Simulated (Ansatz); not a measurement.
```yaml
crystal:
  lattice:
    - [4.93010, 0.00000, 0.00000]
    - [-2.46505, 4.26959, 0.00000]
    - [0.00000, 0.00000, 25.69871]
  atoms:
    - { symbol: C, position: [0.83333, 0.66667, 0.33076] }
    - { symbol: C, position: [0.83333, 0.16667, 0.33076] }
    - { symbol: C, position: [0.33333, 0.66667, 0.33076] }
    - { symbol: C, position: [0.33333, 0.16667, 0.33076] }
    - { symbol: C, position: [0.66667, 0.33333, 0.33082] }
    - { symbol: C, position: [0.66667, 0.83333, 0.33082] }
    - { symbol: C, position: [0.16667, 0.33333, 0.33082] }
    - { symbol: C, position: [0.16667, 0.83333, 0.33082] }
    - { symbol: C, position: [0.16686, 0.84861, 0.46212] }
    - { symbol: C, position: [0.16687, 0.34866, 0.46218] }
    - { symbol: C, position: [0.66688, 0.84864, 0.46210] }
    - { symbol: C, position: [0.66690, 0.34866, 0.46218] }
    - { symbol: C, position: [0.00022, 0.51534, 0.46217] }
    - { symbol: C, position: [0.00018, 0.01531, 0.46218] }
    - { symbol: C, position: [0.50024, 0.51538, 0.46224] }
    - { symbol: C, position: [0.50021, 0.01531, 0.46218] }
    - { symbol: C, position: [0.48483, 0.97486, 0.59269] }
    - { symbol: C, position: [0.48766, 0.48845, 0.60193] }
    - { symbol: C, position: [0.97696, 0.97488, 0.59269] }
    - { symbol: C, position: [0.98384, 0.48082, 0.59419] }
    - { symbol: C, position: [0.31495, 0.65081, 0.59267] }
    - { symbol: C, position: [0.31206, 0.13718, 0.60186] }
    - { symbol: C, position: [0.82275, 0.65083, 0.59267] }
    - { symbol: C, position: [0.81598, 0.14504, 0.59420] }
    - { symbol: N, position: [0.39990, 0.31278, 0.65102] }
```

Spin-polarised.

All numbers below come from Ansatz 0.2.0, DFT PBE+D3(BJ), scalar-relativistic, plane waves, PAW.

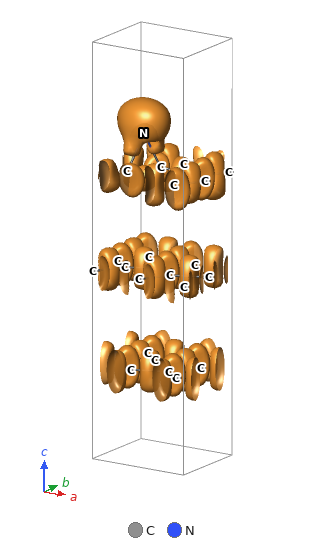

C₂₄N (slab). Isosurface of the ELF at 0.75 (orange), seen slightly off an axis. Core shells and regions of very low density are left out. Sticks mark near contacts.

Core electrons are frozen (PAW), and the valence fields are smoothed inside the atomic spheres.

What do the ELF domains correspond to?

Answer. The surface consists of 36 regions between bonded C–C atoms and one region on N in which the atom's valence shell and bonds are merged, counted in one cell of 25 atoms. Counts are for one cell; the picture repeats the cell along the surface.

Values along the shortest contacts:
C–C (1.38 Å): the ELF peaks at about 0.95 between the atoms. C–N (1.47 Å): the ELF peaks at about 0.80 between the atoms.

How are the moments arranged in this solution?

Answer. With much of the spin spread outside that site; site moments N: +0.3 μB in one cell of 25 atoms.
